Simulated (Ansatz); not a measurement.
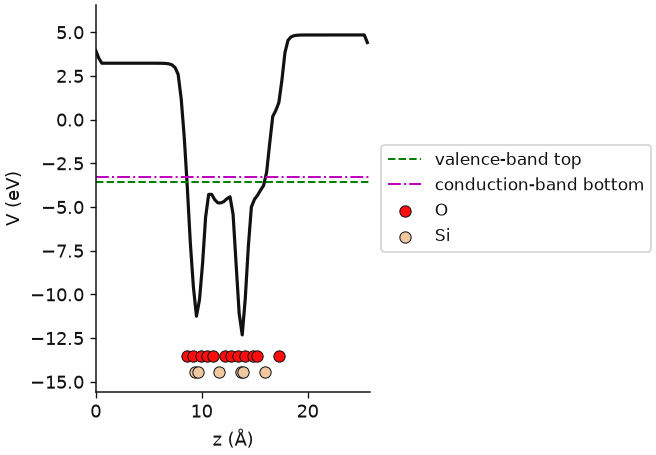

Plane-averaged electrostatic potential energy of an electron across the slab; circles at the bottom mark the heights of the atoms.

This input was run:

```
crystal:
  lattice:
    - [4.9152816276, 0.0, 0.0]
    - [0.0, 5.422087407, 0.0]
    - [0.0, 0.0, 25.926851914]
  atoms:
    - { symbol: O, position: [0.726843589, 0.7797716533, 0.3085604078] }
    - { symbol: O, position: [0.9310901049, 0.2202283467, 0.3309163331] }
    - { symbol: Si, position: [0.2330595199, 0.3333333333, 0.3401057703] }
    - { symbol: Si, position: [0.7330595199, 0.0, 0.351231153] }
    - { symbol: O, position: [0.4310901049, 0.1131049867, 0.3604205902] }
    - { symbol: O, position: [0.226843589, 0.55356168, 0.3827765155] }
    - { symbol: O, position: [0.842066306, 0.8868950133, 0.4054042375] }
    - { symbol: Si, position: [0.0338809602, 0.6666666667, 0.4277601628] }
    - { symbol: O, position: [0.842066306, 0.44643832, 0.450116088] }
    - { symbol: O, position: [0.2402900579, 0.7771564687, 0.4705536985] }
    - { symbol: O, position: [0.4401329761, 0.2198971357, 0.4968247102] }
    - { symbol: Si, position: [0.7445722888, 0.3293775897, 0.5050332807] }
    - { symbol: Si, position: [0.245811558, -0.0079943991, 0.514227802] }
    - { symbol: O, position: [0.9408135618, 0.1016826347, 0.5224151293] }
    - { symbol: O, position: [0.7454819198, 0.5396821263, 0.5501690527] }
    - { symbol: O, position: [0.3554481794, 0.8603169206, 0.5662351446] }
    - { symbol: Si, position: [0.5782713278, 0.6883775529, 0.5947952556] }
    - { symbol: O, position: [0.46219919, 0.5323277847, 0.6432719013] }
basis:
  ecutwfc: 420
kpoints:
  mp_grid: { grid: [3, 3, 1] }
hamiltonian:
  xc: pbe
  dispersion: d3bj
scf:
  occupations: { method: gaussian, width: 0.05 }
output:
  forces: true
  eigenvalues: true
  write_density: true
  volumetric_format: npy
efield:
  axis: 3
  dipole_correction: true
  ramp_width: 0.04
```

Run as:
```bash
ansatz run input.yaml --threads 2 --pin off --max-ram 5120MiB --backend cpu --events-out ev --progress --plain --runs-dir out
```

**What are the ionisation potential and the electron affinity of the slab?**

From the vacuum level at the right face the ionisation potential is 8.41 eV and the electron affinity 8.11 eV; at the left face they are 6.80 and 6.49 eV. The slab's gap, their difference before rounding, is 0.31 eV.

**How thick are slab and vacuum?**

The outermost atoms are 8.7 Å apart, which leaves 17.2 Å of vacuum in a cell 25.9 Å high.

**Do the two faces differ, and what does that say about the slab's dipole?**

The vacuum level is 1.62 eV higher at the right than at the left, so the slab carries a dipole along its normal; the ramp in the vacuum, at or near the edge of the plot, is the dipole correction that keeps each side flat.

The atoms aren't at rest in this cell (largest force 5.1 eV/Å), so the relaxed material can differ.
